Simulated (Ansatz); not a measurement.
Given this structure:

```yaml
crystal:
  lattice:
    - [8.93875, 0.00000, 0.00000]
    - [0.00000, 8.93875, 0.00000]
    - [0.00000, 0.00000, 5.23147]
  atoms:
    - { symbol: Si, position: [0.67696, 0.67696, 0.50000] }
    - { symbol: Si, position: [0.17696, 0.82304, 0.00000] }
    - { symbol: Si, position: [0.32304, 0.67696, 0.50000] }
    - { symbol: Si, position: [0.82304, 0.82304, 0.00000] }
    - { symbol: O, position: [0.75000, 0.75000, 0.75000] }
    - { symbol: O, position: [0.25000, 0.75000, 0.25000] }
    - { symbol: O, position: [0.25000, 0.75000, 0.75000] }
    - { symbol: O, position: [0.75000, 0.75000, 0.25000] }
    - { symbol: O, position: [0.70884, 0.50000, 0.50000] }
    - { symbol: O, position: [0.00000, 0.79116, 0.00000] }
    - { symbol: O, position: [0.00000, 0.20884, 0.00000] }
    - { symbol: O, position: [0.29116, 0.50000, 0.50000] }
    - { symbol: Si, position: [0.17696, 0.17696, 0.00000] }
    - { symbol: Si, position: [0.67696, 0.32304, 0.50000] }
    - { symbol: Si, position: [0.82304, 0.17696, 0.00000] }
    - { symbol: Si, position: [0.32304, 0.32304, 0.50000] }
    - { symbol: O, position: [0.25000, 0.25000, 0.25000] }
    - { symbol: O, position: [0.75000, 0.25000, 0.75000] }
    - { symbol: O, position: [0.75000, 0.25000, 0.25000] }
    - { symbol: O, position: [0.25000, 0.25000, 0.75000] }
    - { symbol: O, position: [0.20884, 0.00000, 0.00000] }
    - { symbol: O, position: [0.50000, 0.29116, 0.50000] }
    - { symbol: O, position: [0.50000, 0.70884, 0.50000] }
    - { symbol: O, position: [0.79116, 0.00000, 0.00000] }
```

Q: What does this file describe?

A: Composition: SiO2. Space group I4/mmm (No. 139), lattice body-centred tetragonal. In the cell are 8 Si, 16 O, which makes 8 formula units. The polyhedra are SiO4 tetrahedra; they share corners. Si is coordinated by four O in a tetrahedral arrangement at 1.60 to 1.61 Å. Each O has two Si at 1.60 to 1.61 Å. The bonds build a three-dimensional framework.

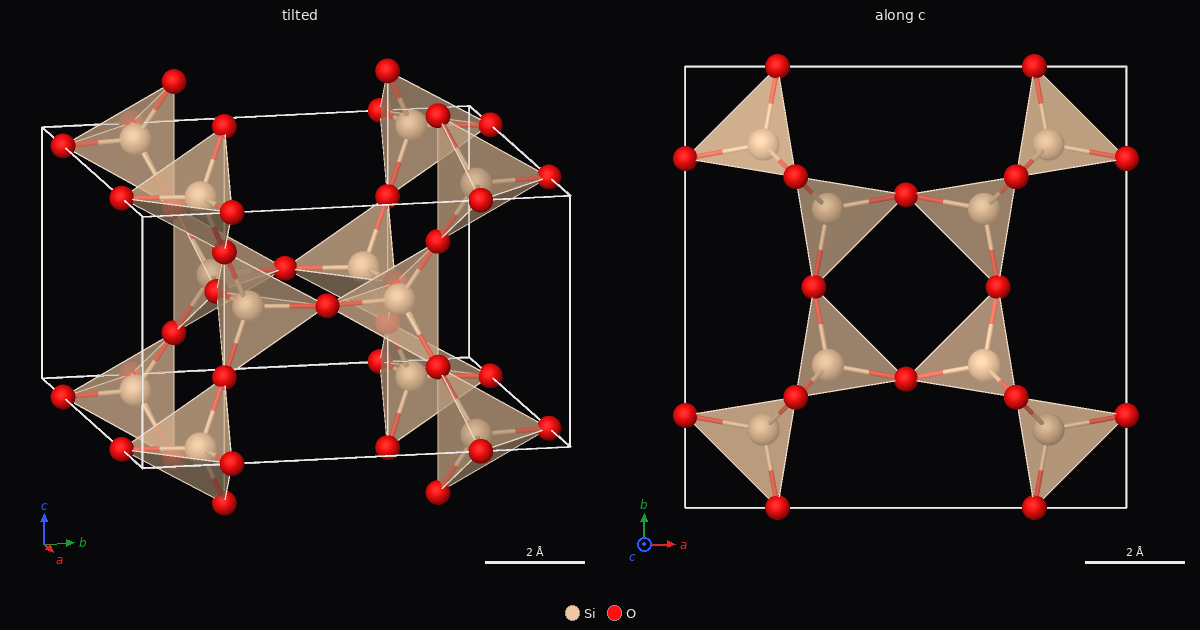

The figure gives a polyhedral picture of the atoms, viewed slightly off an axis and along the c axis. Thin lines show the conventional unit cell, with boundary atoms drawn in all their periodic places. Some neighbours outside the box are added. Colours: silicon light orange, oxygen red.

Origin of the cell: a structure listed in the Materials Project. Earlier steps of the study, as a rule a relaxation of our own, may have changed the cell and positions, so they can lie some per cent off the listed ones. A calculation with Ansatz used it as input.
